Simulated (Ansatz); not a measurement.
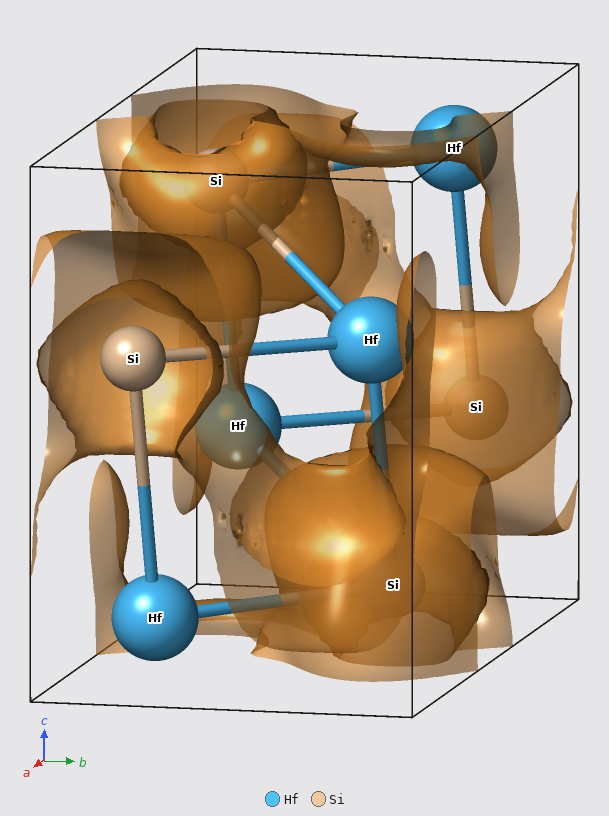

The picture shows: HfSi. Isosurface of the electron localisation function at 0.65 (orange), seen slightly off an axis. Core shells and regions of very low density are left out. Sticks mark near contacts.

Space group Pnma.

Method: Ansatz, DFT r2SCAN, scalar-relativistic, plane waves, PAW.

Q: Describe the localisation domains.

A: The ELF exceeds this value in channels that run through the cell in one direction, counted in one cell of 8 atoms. Any copies at cell faces, edges or corners count once. Profiles from the grid: Si–Si (2.45 Å): the ELF peaks at about 0.70 between the atoms. Hf–Si (2.70 Å): the ELF peaks at about 0.70 in the valence shell of Si, 0.9 Å from its nucleus, and is about 0.30 at the midpoint.

Q: Metal or insulator at this level of theory?

A: It is metallic or semimetallic at this level of theory: no gap opens.
